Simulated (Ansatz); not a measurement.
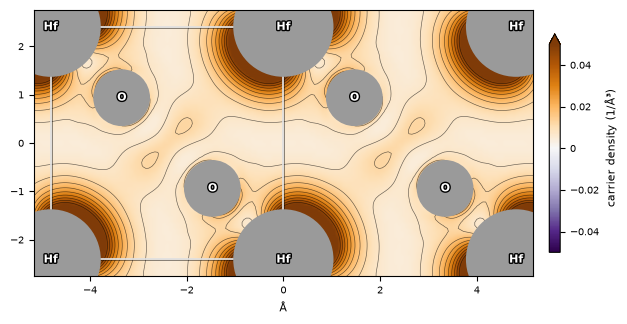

The picture shows: HfO2. Where the extra electron sits when 0.5 electron is added to the 6-atom cell of the calculation (uniform compensating background, atoms fixed); the change of density for each carrier, counted positive where the carrier is: a map on the (001) plane of the conventional cell, with grey discs over the atomic cores. Cores are masked to 1.0 Å (Hf) and 0.6 Å (O).

Space group P4_2/mnm; the calculation finds a residual pressure of about 9 GPa at this fixed cell. This isn't the usual form at ambient conditions. The cell comes from a database of computed structures, not from a measurement.

All numbers below come from DFT PBE, scalar-relativistic, plane waves, PAW (Ansatz 0.2.0).

In a PAW calculation such maps are meaningful between the atoms, not at the nuclei.

Where does the doped charge go?

Summed over atomic cells sized by the Bader volumes, the added electron divides as O about 55 % and Hf about 45 %; the most favoured element is Hf, which fills 25 % of the volume.
- Over the whole cell, outside the cores, it is densest at the edge of the masked core of Hf.
- The counter-flow of charge adds up to under 0.1 e for each carrier.
- These are shares of the net change, screening included; the states that take the carrier can be more concentrated.
- This is very heavy doping, far beyond the dilute limit.

Run times: 35 s (electron) and 45 s (base cell), on 2 threads of Intel(R) Xeon(R) Platinum 8259CL CPU @ 2.50GHz (Skylake/Cascade Lake), on a shared host.
